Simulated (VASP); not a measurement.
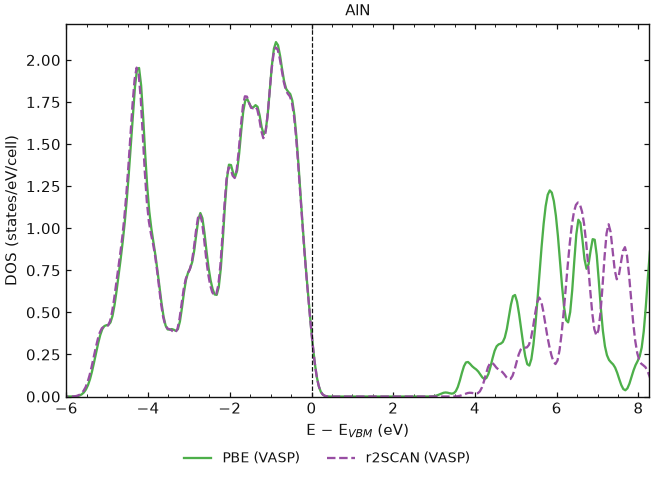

Total densities of states of AlN, space group F-43m (No. 216), 2 atoms in the cell, zincblende type, hydrostatic strain +3.3%, by two methods on the same cell. The curves are built from the levels of the k mesh with Gaussians 0.3 eV wide, which also blur the band edges. Each is counted from its own valence-band top.

How do the methods compare?

Answer. PBE (VASP) gives a gap of 3.26 eV and r2SCAN (VASP) gives a gap of 3.85 eV.

Settings. PBE (VASP): DFT, PBE, plane waves, PAW, 10×10×10 k mesh, 520 eV cutoff, Fermi-Dirac smearing of 0.02 eV (VASP). r2SCAN (VASP): DFT, r2SCAN, plane waves, PAW, 10×10×10 k mesh, 520 eV cutoff, Gaussian smearing of 0.01 eV (VASP 6.6.1).
